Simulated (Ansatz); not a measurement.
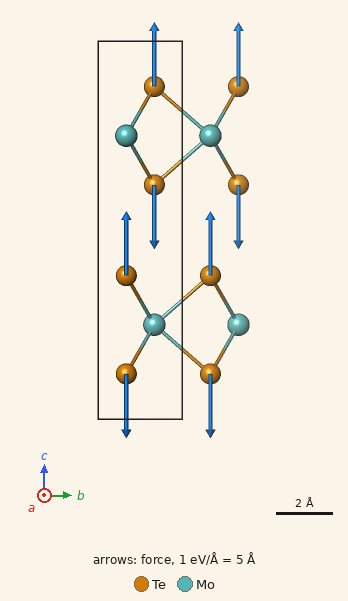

Starting geometry of a crystal of Te2Mo (a generated structure, set up in P6_3/mmc) with the computed forces as blue arrows. A ball-and-stick model of the cell of the calculation, repeated 1 × 2 × 1 with one cell outlined, seen along the a axis.

These are results of Ansatz, DFT, PBE, plane-wave PAW, default files, scalar-relativistic, frozen cores, not measurements. Set-up: plane-wave cutoff 420 eV; k-point mesh 14 × 14 × 3; occupations fermi dirac; smearing width 0.02 eV; no spin polarisation; potentials kind: paw, frozen_core: stored; atoms relaxed in a fixed cell; force threshold 0.02 eV/Å; at most 60 steps.

### What follows when this structure is relaxed?

It isn't relaxed: the largest force vector, on Te atoms, is 0.47 eV/Å. The atoms end up moving mostly along the starting forces (cosine between the two patterns 1.00). The largest moves, 0.031 Å, are those of Te atoms. Mo stays in place. The cell stays as it was. Near-neighbour distances that change, for instance: Mo–Te 2.700 → 2.721 Å. The space group stays P6_3/mmc (No. 194). Over 2 accepted moves (3 points after the start) the energy falls by 4.8 meV per atom. Largest force component: 0.47 eV/Å at the start, 0.0019 eV/Å at the end. The line search rejected the trial step at point 1 of the run.
